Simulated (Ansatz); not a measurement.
The structure in question:

```cif
data_structure
_symmetry_space_group_name_H-M 'P 1'
_symmetry_Int_Tables_number 1
_cell_length_a 5.0639
_cell_length_b 5.0639
_cell_length_c 5.0639
_cell_angle_alpha 90.000
_cell_angle_beta 90.000
_cell_angle_gamma 90.000
_cell_volume 129.85
loop_
_atom_site_label
_atom_site_type_symbol
_atom_site_fract_x
_atom_site_fract_y
_atom_site_fract_z
_atom_site_occupancy
Y1 Y 0.00000 0.00000 0.00000 1
Y2 Y 0.00000 0.50000 0.50000 1
Y3 Y 0.50000 0.00000 0.50000 1
Y4 Y 0.50000 0.50000 0.00000 1
```

Q: Before looking at a picture, describe the arrangement of atoms.

A: The element is yttrium. The lattice is face-centred cubic and the space group Fm-3m (No. 225). The structure type is face-centred cubic (Cu type). The cell holds four atoms. The neighbours of Y are twelve Y in a cuboctahedral arrangement at 3.58 Å. The bonds build a three-dimensional framework.

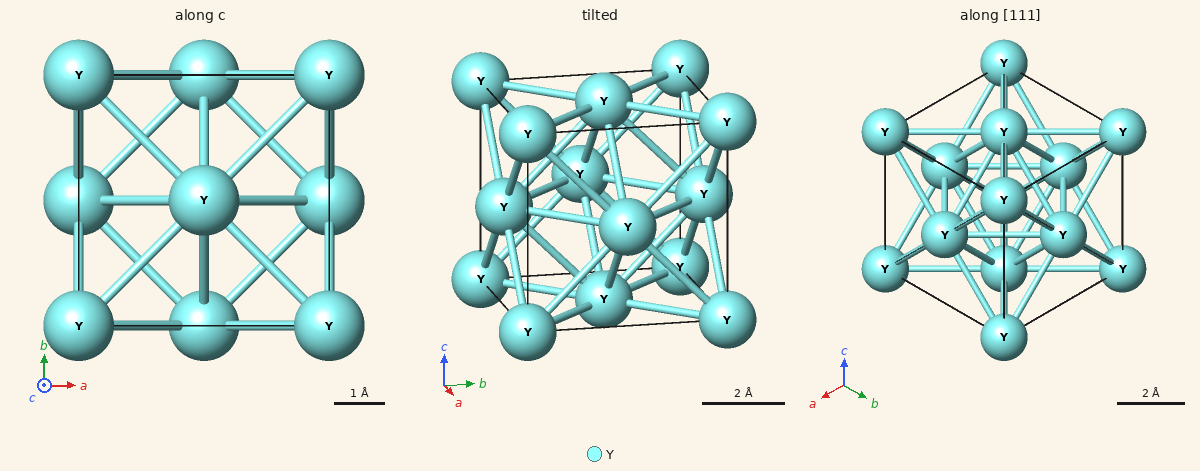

A ball-and-stick rendering, viewed along the c axis, slightly off an axis and along [111]. One conventional unit cell is framed, with atoms on its boundary repeated.

Starting structure: a structure listed in the Materials Project, with elements exchanged, so it need not be a known form of the compound. It is drawn as it came out of a relaxation with Ansatz, DFT PBE, scalar-relativistic, plane waves, PAW.
